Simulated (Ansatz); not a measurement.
In$_{5}$P$_{3}$ (cell charge −1, with a compensating background) (distorted or defective cell)

Input

```
crystal:
  lattice:
    - [0.0, 0.0, -5.9597880294]
    - [0.0, -5.9597880294, 0.0]
    - [-5.9597880294, 0.0, 0.0]
  atoms:
    - { symbol: In, position: [0.9876770686, 0.9876770686, 1.0123229314], spin: 0.2 }
    - { symbol: In, position: [-0.0123229314, 0.5123229314, 0.4876770686], spin: 0.2 }
    - { symbol: In, position: [0.5123229314, -0.0123229314, 0.4876770686], spin: 0.2 }
    - { symbol: In, position: [0.5123229314, 0.5123229314, 1.0123229314], spin: 0.2 }
    - { symbol: In, position: [0.25, 0.25, 0.75], spin: 0.2 }
    - { symbol: P, position: [0.25, 0.75, 0.25] }
    - { symbol: P, position: [0.75, 0.25, 0.25] }
    - { symbol: P, position: [0.75, 0.75, 0.75] }
  host:
    lattice:
      - [0.0, 2.9798940147, 2.9798940147]
      - [2.9798940147, 0.0, 2.9798940147]
      - [2.9798940147, 2.9798940147, 0.0]
    atoms:
      - { symbol: In, position: [0.0, 0.0, 0.0] }
      - { symbol: P, position: [0.25, 0.25, 0.25] }
total_charge: -1
basis:
  ecutwfc: 420
  xc_grid: 2
kpoints:
  mp_grid: { grid: [3, 3, 3], shift: [0.0, 0.0, 0.0] }
hamiltonian:
  xc: pbe
scf:
  occupations: { method: gaussian, width: 0.02 }
output:
  forces: true
  stress: false
  eigenvalues: true
  populations: true
  charged_corrections:
    defect_position: [0.25, 0.25, 0.75]
    epsilon: [[15.0794, 0.0, 0.0], [0.0, 15.0794, 0.0], [0.0, 0.0, 15.0794]]
  write_density: true
  write_potential: true
  elf: true
  volumetric_format: npy
magnetization:
  spin_polarized: true
relax:
  adjacent_minimum: "off"
  f_tol: 0.025
  max_steps: 45
```

Command:

```sh
ansatz run input.yaml --threads 4 --pin off --max-ram 10240MiB --backend cpu --events-out ev --progress --plain --runs-dir out
```

The fields are those of the run's last geometry, not of the input's.

Spin-polarised.

These are results of DFT PBE, scalar-relativistic, plane waves, PAW (Ansatz 0.2.0), not measurements.

What can the converged valence pseudo-density and electron localisation function tell about the bonding?

In–P (2.55 Å): ρ is about 0.44 e/Å³ halfway; the ELF peaks at about 0.90 in the valence shell of P, 0.9 Å from its nucleus, and is about 0.50 at the midpoint.
In–In (2.66 Å): ρ at the midpoint is about 0.39 e/Å³; the ELF is about 0.45 at the midpoint.

Does the calculation give a band gap?

It is gapless in this calculation (a metal or semimetal).

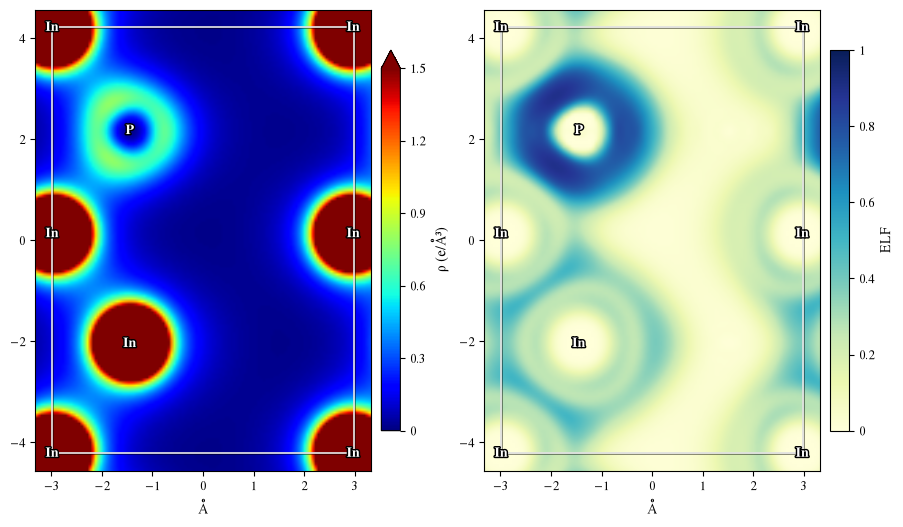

Computed valence pseudo-density and electron localisation function on the (101) plane of the calculation cell, in this order. 
